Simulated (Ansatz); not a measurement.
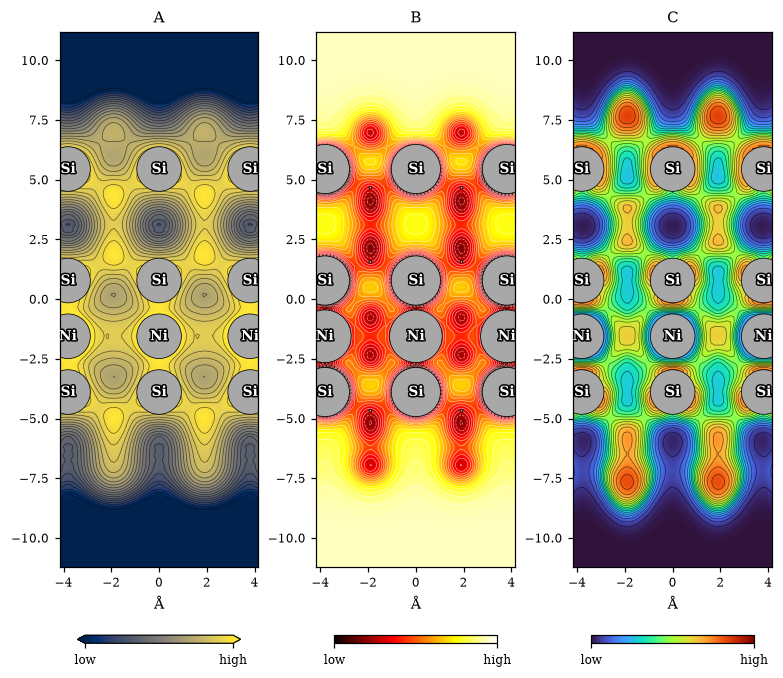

Si₅Ni₂ (slab): 3 fields on the (100) plane of the calculation cell, a cut from vacuum to vacuum, with unlabelled colour scales. Grey discs cover the atomic cores.

Changed on purpose from its base cell (repeats removed: -1); not relaxed (largest force 1.1 eV/Å); computed without spin polarisation.

Method: Ansatz 0.2.0, DFT PBEsol, scalar-relativistic, plane waves, PAW.

The calculation's input:

```
crystal:
  lattice:
    - [3.8123023599, 0.0, 0.0]
    - [-1.90615118, 3.3015506906, 0.0]
    - [0.0, 0.0, 29.0072932906]
  atoms:
    - { symbol: Si, position: [0.6666666667, 0.3333333333, 0.2585556648] }
    - { symbol: Si, position: [0.0, 0.0, 0.3122099615] }
    - { symbol: Ni, position: [0.6666666667, 0.3333333333, 0.3390371098] }
    - { symbol: Si, position: [0.3333333333, 0.6666666667, 0.3658642582] }
    - { symbol: Si, position: [0.6666666667, 0.3333333333, 0.4195185549] }
    - { symbol: Ni, position: [0.3333333333, 0.6666666667, 0.4463457033] }
    - { symbol: Si, position: [0.0, 0.0, 0.4731728516] }
    - { symbol: Si, position: [0.3333333333, 0.6666666667, 0.5268271484] }
    - { symbol: Ni, position: [0.0, 0.0, 0.5536542967] }
    - { symbol: Si, position: [0.6666666667, 0.3333333333, 0.5804814451] }
    - { symbol: Si, position: [0.0, 0.0, 0.6341357418] }
    - { symbol: Ni, position: [0.6666666667, 0.3333333333, 0.6609628902] }
    - { symbol: Si, position: [0.3333333333, 0.6666666667, 0.6877900385] }
    - { symbol: Si, position: [0.6666666667, 0.3333333333, 0.7414443352] }
basis:
  ecutwfc: 420
kpoints:
  mp_grid: { grid: [9, 9, 1] }
hamiltonian:
  xc: pbesol
scf:
  occupations: { method: gaussian, width: 0.1 }
output:
  forces: true
  stress: true
  eigenvalues: true
  write_density: true
  write_potential: true
  elf: true
  volumetric_format: npy
efield:
  axis: 3
  dipole_correction: true
  ramp_width: 0.04
```

Launched as:

```sh
ansatz run input.yaml --threads 1 --pin off --max-ram 2560MiB --backend cpu --events-out ev --progress --plain --runs-dir out
```

The panels show electron localisation function, electrostatic potential energy of an electron and valence pseudo-density in some order. Assign them.

Panel A: valence pseudo-density. Panel B: electrostatic potential energy of an electron (low next to the atoms, rising into the space between them). Panel C: electron localisation function. From the grid: Si–Ni (2.33 Å): ρ at the midpoint is about 0.48 e/Å³; the ELF peaks at about 0.75 in the valence shell of Si, 0.9 Å from its nucleus, and is about 0.55 at the midpoint.
